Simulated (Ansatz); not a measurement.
System: CsCl-type CsCl, space group Pm-3m, 2 atoms in the cell, relaxed with r2SCAN; cubic a = 4.141 Å. Starting point: PBE, Ansatz PAW set, no spin polarisation, no spin-orbit coupling, 4×4×4 k mesh, 420 eV cutoff, fixed occupations (Ansatz). Many-body step: G0W0 with empty bands 211, screening cutoff 120 eV and frequency treatment contour deformation.

In PBE the smallest gap over these k points is 5.21 eV, with direct gaps of 5.21 eV at Γ, 6.00 eV at M and 6.64 eV at X.

What does G0W0 give?

Answer. Over the k points that were corrected, the smallest gap goes from 5.21 eV in PBE (direct at Γ) to 7.54 eV in G0W0 (direct at Γ), a change of +2.33 eV (+45 %). Counted from the valence top, the lowest empty level moves by +2.33 eV at Γ, +2.47 eV at M and +2.55 eV at X; over the 8 points that were corrected the shifts run from +2.33 to +2.60 eV: a spread of 0.27 eV on a mean of 2.51 eV, so one scissor shift describes this level only roughly. Only two empty levels a point were corrected, so a higher one could drop under them. The quasiparticle weight (renormalisation factor) lies between 0.79 and 0.86 for the top filled and first empty levels.

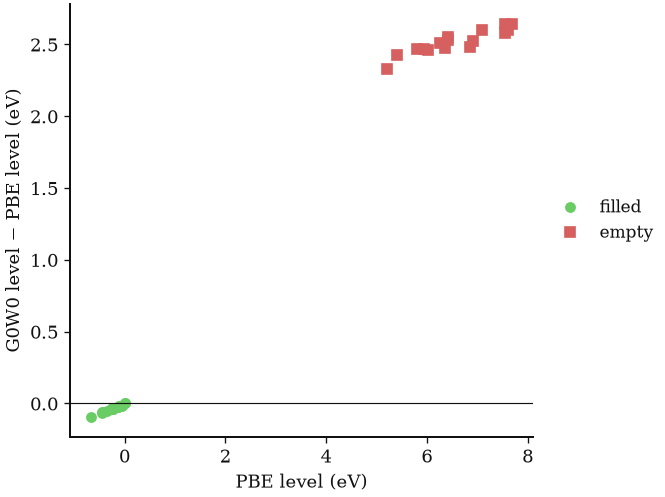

Change of each level from PBE to G0W0 against its PBE energy, both sets counted from their own valence top.

| k point | PBE direct gap (eV) | G0W0 direct gap (eV) |
| --- | --- | --- |
| Γ | 5.21 | 7.54 |
| M | 6.00 | 8.48 |
| X | 6.64 | 9.22 |

Spin-orbit coupling is left out, which matters for Cs. Bands, cutoffs and mesh are finite, so these values aren't at the basis limit.
